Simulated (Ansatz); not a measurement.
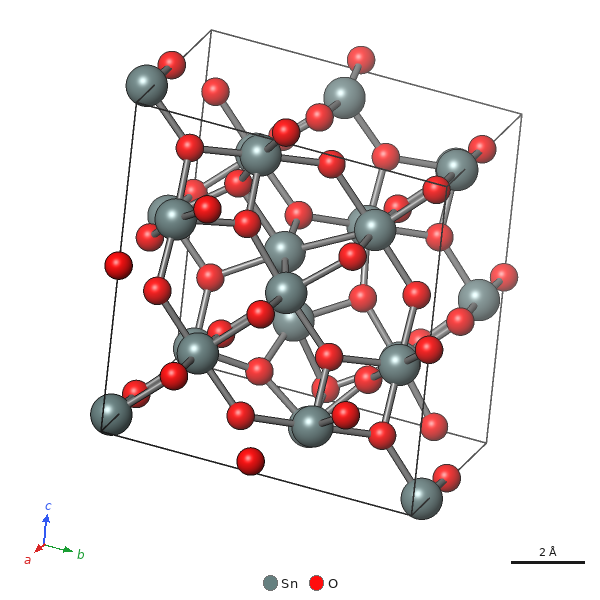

The image is a ball-and-stick drawing of a crystal, viewed slightly off an axis. Thin lines show the supercell, with boundary atoms drawn in all their periodic places. The host is SnO2, in a cell of 48 sites, and the cell carries a charge of -1.

Describe the defect.

Tin on an oxygen site (an antisite). It is bonded to three Sn and three O (about 2.6 to 2.8 Å to Sn, 2.2 to 2.3 Å to O).

Electronic-structure method: DFT PBE, scalar-relativistic, plane waves, PAW in Ansatz 0.2.0. Parameters: cutoff 420 eV, k-point mesh 2×2×2, Gaussian smearing of 0.01 eV, collinear spins.

Does a spin moment come with the defect?

No net moment.

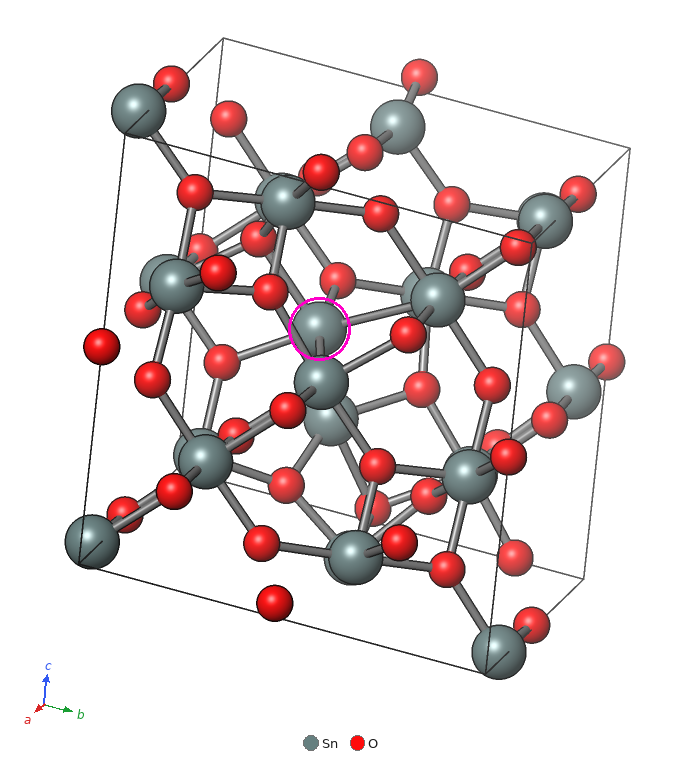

The same cell with a ring at the defect's site.

The atoms were relaxed in the host's cell with Ansatz 0.2.0, DFT PBE, scalar-relativistic, plane waves, PAW.
